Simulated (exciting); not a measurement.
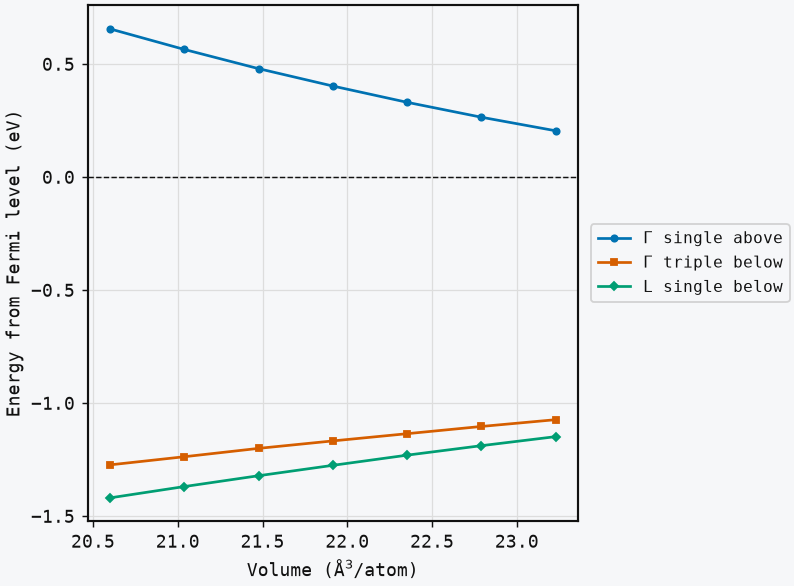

Levels at named k points against volume, from the Fermi level of each run. Each is named by its point, its degeneracy (spin aside) and its side of the Fermi level at the middle volume, where it is the nearest level on that side.

System: rocksalt PtSe, space group Fm-3m (No. 225), 2 atoms in the primitive cell. The cell is scaled at fixed shape and fractional positions; at the middle volume, cubic a = 5.597 Å. exciting sodium; PBEsol, all-electron LAPW+lo, shipped species files, valence relativity iora*, no spin polarisation, no spin-orbit coupling, 8×8×8 k mesh, Fermi-Dirac smearing of 0.05 eV.

How does each level move against the Fermi level from 20.60 Å³/atom to 23.23 Å³/atom?

Γ single above goes from +0.66 to +0.20 eV, Γ triple below goes from −1.27 to −1.07 eV and L single below goes from −1.42 to −1.15 eV.

| volume | Γ single above (eV) | Γ triple below (eV) | L single below (eV) |
| --- | --- | --- | --- |
| 20.60 Å³/atom | 0.66 | −1.27 | −1.42 |
| 21.04 Å³/atom | 0.56 | −1.24 | −1.37 |
| 21.48 Å³/atom | 0.48 | −1.20 | −1.32 |
| 21.91 Å³/atom | 0.40 | −1.17 | −1.28 |
| 22.35 Å³/atom | 0.33 | −1.14 | −1.23 |
| 22.79 Å³/atom | 0.26 | −1.10 | −1.19 |
| 23.23 Å³/atom | 0.20 | −1.07 | −1.15 |

Spin-orbit coupling is left out, which matters for Pt and Se. The cell was built from a pattern and not relaxed, so its bond lengths can be off. The Fermi level is that of this mesh and smearing.
